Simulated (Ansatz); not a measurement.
Geometry relaxation, with input and output: WSi6 (part 1 of 2)

System: WSi6 (slab, 7 atoms in the cell).
Method: DFT PBEsol, scalar-relativistic, plane waves, PAW (Ansatz 0.2.0).

The structure derives from an entry of the Crystallography Open Database. The run did not end well. The input holds or restrains some coordinates. Forces given for the steps count only the free coordinates. It belongs to a series of runs on one base structure; here: W over the place (1/6, 3/6) of the surface cell, its height relaxed.

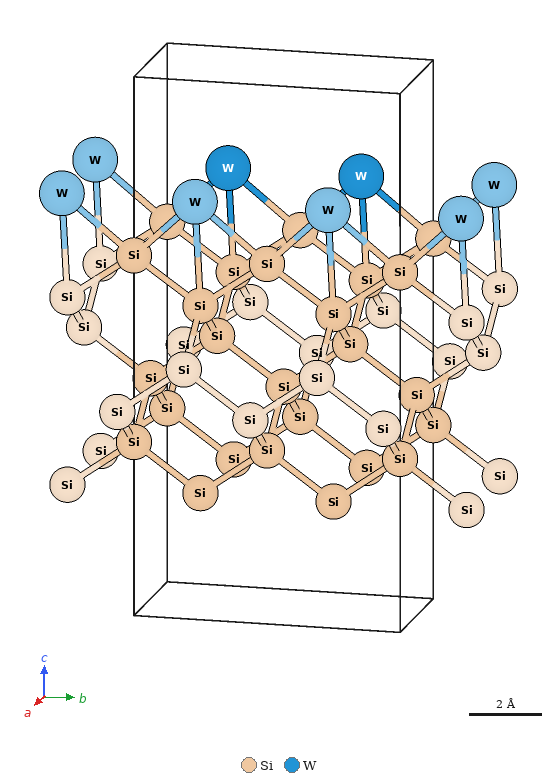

Figure 1. The input geometry (ball-and-stick view of the 1 × 2 repeat of the cell, with the vacuum cut short, seen slightly off an axis; neighbours outside the cell are drawn fainter). An atom can appear more than once, as a periodic image. Near neighbours in the periodic cell (some may lie outside the picture): Si has 2 Si at 2.35 Å; Si has 4 Si at 2.35 Å; Si has 4 Si at 2.34 to 2.35 Å and 1 W at 3.24 Å; Si has 2 Si at 2.34 Å and 2 W at 2.74 Å; W has 3 Si at 2.74 to 3.24 Å.

### The input
```yaml
crystal:
  lattice:
    - [3.8417168285, 0.0, 0.0]
    - [0.0, 3.8417168285, 0.0]
    - [0.0, 0.0, 25.7912600521]
  atoms:
    - { symbol: Si, position: [0.0, 0.5, 0.3295690084] }
    - { symbol: Si, position: [0.0, 0.0, 0.3822322752] }
    - { symbol: Si, position: [0.5, 0.0, 0.4348955421] }
    - { symbol: Si, position: [0.5, 0.5, 0.4872505114] }
    - { symbol: Si, position: [0.0, 0.5, 0.5400001596] }
    - { symbol: Si, position: [0.0, 0.0, 0.5916358883] }
    - { symbol: W, position: [0.1666666667, 0.5, 0.6629778854], spin: 4.0 }
basis:
  ecutwfc: 420
kpoints:
  mp_grid: { grid: [8, 8, 1] }
hamiltonian:
  xc: pbesol
scf:
  occupations: { method: gaussian, width: 0.05 }
output:
  forces: true
  eigenvalues: true
  populations: true
  write_density: true
  write_potential: true
  elf: true
  volumetric_format: npy
magnetization:
  spin_polarized: true
relax:
  adjacent_minimum: "off"
  f_tol: 0.02
  max_steps: 25
  constraints: [{ sites: [0, 1, 2, 3, 4, 5] }, { site: 6, fix: xy }]
efield:
  axis: 3
  dipole_correction: true
  ramp_width: 0.04
```

Launched with:
```bash
ansatz run input.yaml --threads 1 --pin off --max-ram 2560MiB --backend cpu --events-out ev --progress --plain --runs-dir out
```

### The program's output
```
Engine: ansatz 0.2.0, x86_64-unknown-linux-gnu
Pseudopotentials: kind: paw
Pseudopotential: Si, paw, valence charge 4, recommended cutoff 420 eV (normal), Si.paw.azcp
Pseudopotential: W, paw, valence charge 14, recommended cutoff 420 eV (normal), W.paw.azcp
Functional definition: PBEsol
  exchange = pbesol_x
  correlation = pbesol_c
Crystal: 7 atoms, lattice volume = 380.648 Å³
Basis set: ecut = 420 eV, 7511 PW (Γ), exchange–correlation on 54×54×360 points (8 copies of the dense FFT grid, shifted against one another)
Bands: 28, of which v1, the nominal top of the filled ones, is band 19 counted from 1 (18 counted from 0)
Symmetry: 2 space group operations
k-points: 25 of 64 (time reversal used)
Non-local potential: Si, projectors of the file, l = 0: 2, l = 1: 2, l = 2: 2
Non-local potential: W, projectors of the file, l = 0: 3, l = 1: 2, l = 2: 2, l = 3: 1
PAW form: soft (Blöchl's): semilocal exchange-correlation on the pseudo side does not see the compensation charge
PAW frozen core: Si, regenerated for the run's functional, and the local potential with it (the file was generated under x = pbe(κ = 0.804, μ = 0.2195149727645171), c = pbe(β = 0.06672455060314922))
PAW frozen core: W, regenerated for the run's functional, and the local potential with it (the file was generated under x = pbe(κ = 0.804, μ = 0.2195149727645171), c = pbe(β = 0.06672455060314922))
PAW one-centre angular grid: Si, 110 points (default); XC on 64 Gauss nodes
PAW one-centre angular grid: W, 590 points (default); XC on 64 Gauss nodes
Initial density: superposition of atomic densities (neutral atoms: chi_scale 0, normalization atom)
Starting moments: Σ|m| = 4 μB on 1 of 7 sites
Initial wavefunctions: pseudopotential atomic-orbital guess
Functional: x = pbesol(κ = 0.804, μ = 0.12345679012345678), c = pbesol(β = 0.046)
SCF iter   1: F=—  HF=-13977.456603 eV  |F-HF|=—  |Δ(HF+E_count)|=         —  Δρ=1.58e-2 (↑1.58e-2 ↓1.28e-2)  dr2=1.59e1  dr2_m=1.03e-1  M=3.812 μB ∫|m|=3.971 μB  β_m=1.00  ethr=3.10e-3  p=0.000 e·Å  D=7.52e-7 V/Å  ΔV_dip=-0.00 eV  dr2_dipole=6.05e0  V_vac-E_F(+/−)=6.04/6.04 eV  ⟨swp⟩=9.6  Hψ=9002  notcnv=0
Mixer restart at iter 1: flushing history
efield: sawtooth ramp at fractional position 0.9763 (placed from the atoms, in the widest stretch of the axis that holds none; the zero of the levels goes with the place), width 0.0400; the density the first Hamiltonian is built on has a dipole p = 0.000 e·Å; the dipole correction subtracts the counter field D = 7.52e-7 V/Å, which shifts the + side's vacuum level by -0.00 eV against the − side's; the planar-averaged density in the ramp window peaks in size at 9.9e-7 e/Å³
preconditioner: auto → LDOS  [metal: Δε(μ)=0.010 eV  Ē_g=6.650 eV  σ=0.050 eV  W_gap=0.11  n_scr=42 (ndim 8)  ℏωp=10.4 eV  f_vac=0.501  D(μ)=5.11/eV (n_scr^D=12)]
spin=Collinear: LDOS preconditioning applied to the charge; magnetization (m = ρ↑ − ρ↓) channel mixes plain (no charge-response kernel on spin).
SCF iter   2: F=—  HF=-13976.886713 eV  |F-HF|=—  |Δ(HF+E_count)|=   5.70e-1  Δρ=9.63e-3 (↑9.63e-3 ↓9.50e-3)  dr2=9.60e0  dr2_m=3.20e-3  M=3.692 μB ∫|m|=3.949 μB  β_m=0.55  ethr=3.10e-3  p=0.028 e·Å  D=1.32e-2 V/Å  ΔV_dip=-0.34 eV  dr2_dipole=3.72e0  V_vac-E_F(+/−)=5.64/5.98 eV  ⟨swp⟩=2.0  Hψ=2034  notcnv=0  defer=90
density mixer auto → msr1: a metal under ldos (density of states about μ 1.06 of a free-electron gas's, 42 screened modes)
SCF iter   3: F=—  HF=-13976.228874 eV  |F-HF|=—  |Δ(HF+E_count)|=   6.58e-1  Δρ=6.22e-3 (↑6.22e-3 ↓5.34e-3)  dr2=9.91e-2  dr2_m=1.08e-1  M=3.579 μB ∫|m|=3.991 μB  β_m=0.74  ethr=3.10e-3  p=0.107 e·Å  D=5.07e-2 V/Å  ΔV_dip=-1.31 eV  dr2_dipole=3.06e-2  V_vac-E_F(+/−)=4.37/5.67 eV  ⟨swp⟩=3.3  Hψ=2698  notcnv=0  defer=142
SCF iter   4: F=—  HF=-13976.341531 eV  |F-HF|=—  |Δ(HF+E_count)|=         —  Δρ=1.53e-3 (↑1.11e-3 ↓1.53e-3)  dr2=5.31e-2  dr2_m=5.03e-3  M=3.637 μB ∫|m|=3.983 μB  β_m=0.74  ethr=2.61e-4  p=0.092 e·Å  D=4.37e-2 V/Å  ΔV_dip=-1.13 eV  dr2_dipole=1.82e-2  V_vac-E_F(+/−)=4.50/5.63 eV  ⟨swp⟩=3.5  Hψ=3080  notcnv=0  defer=142
SCF iter   5: F=—  HF=-13976.359821 eV  |F-HF|=—  |Δ(HF+E_count)|=   1.83e-2  Δρ=5.29e-4 (↑4.59e-4 ↓5.29e-4)  dr2=8.53e-3  dr2_m=7.03e-4  M=3.651 μB ∫|m|=4.000 μB  β_m=0.87  ethr=1.40e-4  p=0.095 e·Å  D=4.51e-2 V/Å  ΔV_dip=-1.16 eV  dr2_dipole=3.66e-3  V_vac-E_F(+/−)=4.44/5.61 eV  ⟨swp⟩=1.8  Hψ=1685  notcnv=0  defer=142
SCF iter   6: F=—  HF=-13976.362306 eV  |F-HF|=—  |Δ(HF+E_count)|=   2.49e-3  Δρ=1.60e-4 (↑1.52e-4 ↓1.60e-4)  dr2=1.88e-3  dr2_m=5.35e-5  M=3.647 μB ∫|m|=4.010 μB  β_m=0.86  ethr=2.25e-5  p=0.098 e·Å  D=4.65e-2 V/Å  ΔV_dip=-1.20 eV  dr2_dipole=8.31e-4  V_vac-E_F(+/−)=4.39/5.59 eV  ⟨swp⟩=2.5  Hψ=1942  notcnv=0  defer=142
SCF iter   7: F=—  HF=-13976.362435 eV  |F-HF|=—  |Δ(HF+E_count)|=   1.29e-4  Δρ=7.54e-5 (↑7.54e-5 ↓7.41e-5)  dr2=4.34e-4  dr2_m=1.33e-5  M=3.645 μB ∫|m|=4.016 μB  β_m=0.84  ethr=4.94e-6  p=0.099 e·Å  D=4.69e-2 V/Å  ΔV_dip=-1.21 eV  dr2_dipole=1.88e-4  V_vac-E_F(+/−)=4.38/5.59 eV  ⟨swp⟩=1.5  Hψ=1601  notcnv=0  defer=142
SCF iter   8: F=—  HF=-13976.362458 eV  |F-HF|=—  |Δ(HF+E_count)|=   2.26e-5  Δρ=3.67e-5 (↑2.93e-5 ↓3.67e-5)  dr2=5.90e-5  dr2_m=2.74e-6  M=3.641 μB ∫|m|=4.021 μB  β_m=0.86  ethr=1.14e-6  p=0.100 e·Å  D=4.73e-2 V/Å  ΔV_dip=-1.22 eV  dr2_dipole=1.13e-5  V_vac-E_F(+/−)=4.37/5.59 eV  ⟨swp⟩=2.2  Hψ=1826  notcnv=0  defer=142
SCF iter   9: F=—  HF=-13976.362465 eV  |F-HF|=—  |Δ(HF+E_count)|=   6.93e-6  Δρ=2.05e-5 (↑2.05e-5 ↓1.52e-5)  dr2=3.62e-6  dr2_m=8.71e-7  M=3.639 μB ∫|m|=4.024 μB  β_m=0.89  ethr=2.63e-8  p=0.100 e·Å  D=4.74e-2 V/Å  ΔV_dip=-1.22 eV  dr2_dipole=2.88e-7  V_vac-E_F(+/−)=4.37/5.59 eV  ⟨swp⟩=21.3  Hψ=15044  notcnv=0
SCF iter  10: F=-13976.362465 eV  HF=-13976.362470 eV  |F-HF|=4.42e-6  |Δ(HF+E_count)|=   4.51e-6  Δρ=1.06e-5 (↑1.06e-5 ↓8.31e-6)  dr2=3.60e-6  dr2_m=2.23e-7  M=3.637 μB ∫|m|=4.026 μB  ethr=9.53e-9  p=0.100 e·Å  D=4.73e-2 V/Å  ΔV_dip=-1.22 eV  dr2_dipole=1.71e-6  V_vac-E_F(+/−)=4.37/5.59 eV  ⟨swp⟩=14.0  Hψ=12073  notcnv=0
SCF 1 converged in 10 iterations: F = -13976.362465 eV  dr2 = 3.60e-6
  greatest PAW one-centre occupation: 1.000 electrons in one spin orbital (limit 2), on the W atom at site 6 (counted from 0), in its partial waves of l = 0
relax step   1: F+E_penalty+E_count = -13976.36246512 eV  Δ(F+E_penalty+E_count) = +0.000e0 eV  max|allowed force component| = 2.185e0 eV/Å  Δτ_max = 0.0000 Å  (10 SCF iters, dr2 threshold 1.00e-5 eV, accepted)
Initial density: handed on by an earlier stage of this run
Starting moments: Σ|m| = 4 μB on 1 of 7 sites; this step starts from the density that it was given
Initial wavefunctions: those handed on with the density
iter 1 solved again at ethr=3.34e-4 eV; its pass at ethr=3.10e-3 eV (dr2=1.27e-1 eV) is discarded
SCF iter   1: F=—  HF=-13976.487199 eV  |F-HF|=—  |Δ(HF+E_count)|=         —  Δρ=1.13e-2 (↑1.13e-2 ↓1.08e-2)  dr2=8.10e-2  dr2_m=4.19e-1  M=3.426 μB ∫|m|=3.718 μB  β_m=1.00  ethr=3.34e-4  p=0.100 e·Å  D=4.73e-2 V/Å  ΔV_dip=-1.22 eV  dr2_dipole=9.93e-3  V_vac-E_F(+/−)=4.31/5.53 eV  ⟨swp⟩=1.9  Hψ=6287  notcnv=0  defer=126
efield: sawtooth ramp at fractional position 0.9763 (handed on by an earlier solve), width 0.0400; the density the first Hamiltonian is built on has a dipole p = 0.100 e·Å; the dipole correction subtracts the counter field D = 4.73e-2 V/Å, which shifts the + side's vacuum level by -1.22 eV against the − side's; the planar-averaged density in the ramp window peaks in size at 9.0e-7 e/Å³
preconditioner: auto → LDOS  [metal: Δε(μ)=0.009 eV  Ē_g=6.330 eV  σ=0.050 eV  W_gap=0.10  n_scr=42 (ndim 8)  ℏωp=10.4 eV  f_vac=0.514  D(μ)=6.08/eV (n_scr^D=24)]
spin=Collinear: LDOS preconditioning applied to the charge; magnetization (m = ρ↑ − ρ↓) channel mixes plain (no charge-response kernel on spin).
SCF iter   2: F=—  HF=-13976.776834 eV  |F-HF|=—  |Δ(HF+E_count)|=   2.90e-1  Δρ=1.90e-3 (↑1.90e-3 ↓1.35e-3)  dr2=4.13e-2  dr2_m=4.17e-3  M=3.320 μB ∫|m|=3.578 μB  β_m=0.32  ethr=2.13e-4  p=0.100 e·Å  D=4.75e-2 V/Å  ΔV_dip=-1.22 eV  dr2_dipole=7.56e-3  V_vac-E_F(+/−)=4.30/5.53 eV  ⟨swp⟩=3.8  Hψ=3034  notcnv=0  defer=135
density mixer auto → msr1: a metal under ldos (density of states about μ 1.20 of a free-electron gas's, 42 screened modes)
SCF iter   3: F=—  HF=-13976.771557 eV  |F-HF|=—  |Δ(HF+E_count)|=   5.28e-3  Δρ=8.35e-4 (↑8.22e-4 ↓8.35e-4)  dr2=1.51e-2  dr2_m=6.39e-4  M=3.339 μB ∫|m|=3.595 μB  β_m=0.48  ethr=1.09e-4  p=0.101 e·Å  D=4.78e-2 V/Å  ΔV_dip=-1.23 eV  dr2_dipole=4.92e-3  V_vac-E_F(+/−)=4.30/5.53 eV  ⟨swp⟩=2.1  Hψ=1835  notcnv=0  defer=135
SCF iter   4: F=—  HF=-13976.769432 eV  |F-HF|=—  |Δ(HF+E_count)|=   2.13e-3  Δρ=3.40e-4 (↑2.69e-4 ↓3.40e-4)  dr2=1.84e-3  dr2_m=2.02e-4  M=3.375 μB ∫|m|=3.633 μB  β_m=0.70  ethr=3.98e-5  p=0.100 e·Å  D=4.78e-2 V/Å  ΔV_dip=-1.23 eV  dr2_dipole=7.07e-4  V_vac-E_F(+/−)=4.30/5.54 eV  ⟨swp⟩=2.1  Hψ=1805  notcnv=0  defer=135
SCF iter   5: F=—  HF=-13976.770185 eV  |F-HF|=—  |Δ(HF+E_count)|=   7.53e-4  Δρ=1.04e-4 (↑1.04e-4 ↓9.08e-5)  dr2=2.64e-5  dr2_m=3.00e-5  M=3.385 μB ∫|m|=3.644 μB  β_m=0.85  ethr=4.83e-6  p=0.100 e·Å  D=4.74e-2 V/Å  ΔV_dip=-1.22 eV  dr2_dipole=9.68e-8  V_vac-E_F(+/−)=4.32/5.54 eV  ⟨swp⟩=2.2  Hψ=1898  notcnv=0  defer=136
SCF iter   6: F=-13976.770210 eV  HF=-13976.770223 eV  |F-HF|=1.22e-5  |Δ(HF+E_count)|=   3.80e-5  Δρ=2.34e-5 (↑2.34e-5 ↓2.12e-5)  dr2=1.60e-5  dr2_m=8.58e-7  M=3.387 μB ∫|m|=3.645 μB  ethr=6.95e-8  p=0.099 e·Å  D=4.72e-2 V/Å  ΔV_dip=-1.22 eV  dr2_dipole=1.36e-6  V_vac-E_F(+/−)=4.32/5.54 eV  ⟨swp⟩=19.6  Hψ=15300  notcnv=0
SCF 2 converged in 6 iterations: F = -13976.770210 eV  dr2 = 1.60e-5
relax step   2: F+E_penalty+E_count = -13976.77021044 eV  Δ(F+E_penalty+E_count) = -4.077e-1 eV  max|allowed force component| = 2.002e0 eV/Å  Δτ_max = 0.1950 Å  (6 SCF iters, dr2 threshold 1.00e-4 eV, accepted)
```
